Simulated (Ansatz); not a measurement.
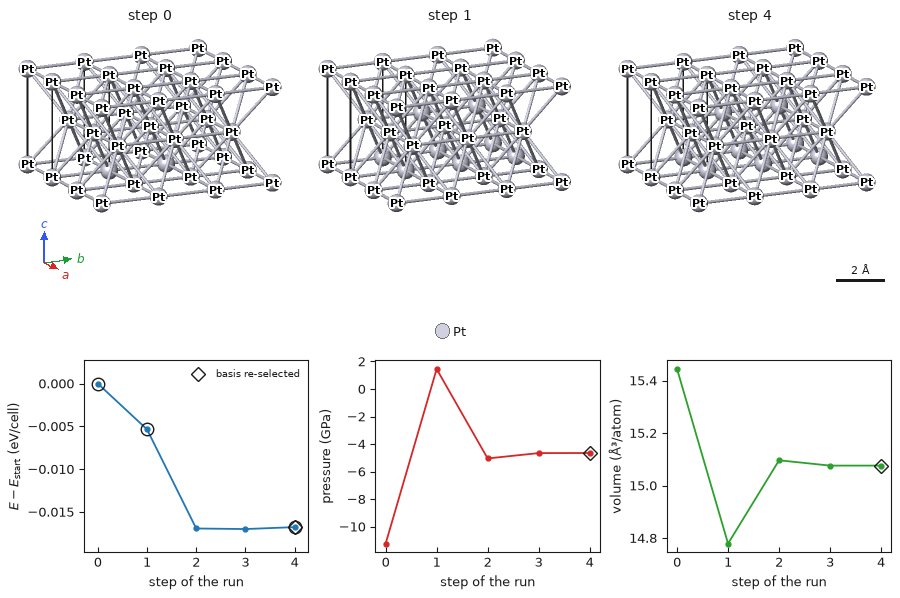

Frames of a relaxation of a crystal of Pt (set up in I4/mmm), marked on the history of the run. The picture is a ball-and-stick view of the reduced cell, repeated 3 × 3 × 1 with one cell outlined, seen slightly off an axis. Lengths and directions refer to the drawn axes.

Case: film's bulk on the substrate's plane, third vector and atoms relaxed.

These are results of Ansatz 0.2.0, DFT LDA, scalar-relativistic, plane waves, PAW, not measurements. (plane-wave cutoff 420 eV; k-point mesh 9 × 9 × 19; occupations gaussian; smearing width 0.1 eV; no spin polarisation; cell relaxed at fixed a, b, gamma; force threshold 0.01 eV/Å; at most 50 steps)

What happens along the run?

Answer. The atoms keep their places relative to the cell (all moves are under 0.005 Å). The drawn cell changes as follows: a 2.748 → 2.722 Å (−1.0 %), b 2.748 → 2.718 Å (−1.1 %), c unchanged at 4.121 Å, γ 97.1° → 98.5°; the volume changes by −2.4 %. Some distances before and after: Pt–Pt 2.748 → 2.722 Å. The space group stays I4/mmm (No. 139). The energy falls by 16.8 meV per cell of the calculation in 3 accepted moves (4 points after the start). All forces vanish by symmetry, so only the cell relaxes. Pressure: −11.23 GPa at the start and −4.65 GPa at the end. At 1 point the geometry stayed and the basis and grid were re-selected for the new cell (energy shift of 0.2 meV per cell of the calculation at most each time). Cost: 29 s on 4 threads of Intel(R) Xeon(R) Processor @ 2.70GHz, on a shared host, peak memory 0.57 GiB. From step 0 to 1: volume −4.3 %, energy −5.4 meV per cell of the calculation. From step 1 to 4: volume +2.0 %, energy −11.4 meV per cell of the calculation.

```json
{"step": "0", "E − E(0), meV/atom": "0.00", "pressure, GPa": "-11.23", "volume, Å³/atom": "15.444", "note": ""}
{"step": "1", "E − E(0), meV/atom": "-2.68", "pressure, GPa": "1.45", "volume, Å³/atom": "14.779", "note": ""}
{"step": "2", "E − E(0), meV/atom": "-8.47", "pressure, GPa": "-5.04", "volume, Å³/atom": "15.096", "note": ""}
{"step": "3", "E − E(0), meV/atom": "-8.50", "pressure, GPa": "-4.65", "volume, Å³/atom": "15.076", "note": ""}
{"step": "4", "E − E(0), meV/atom": "-8.39", "pressure, GPa": "-4.65", "volume, Å³/atom": "15.076", "note": "same geometry, new basis"}
```
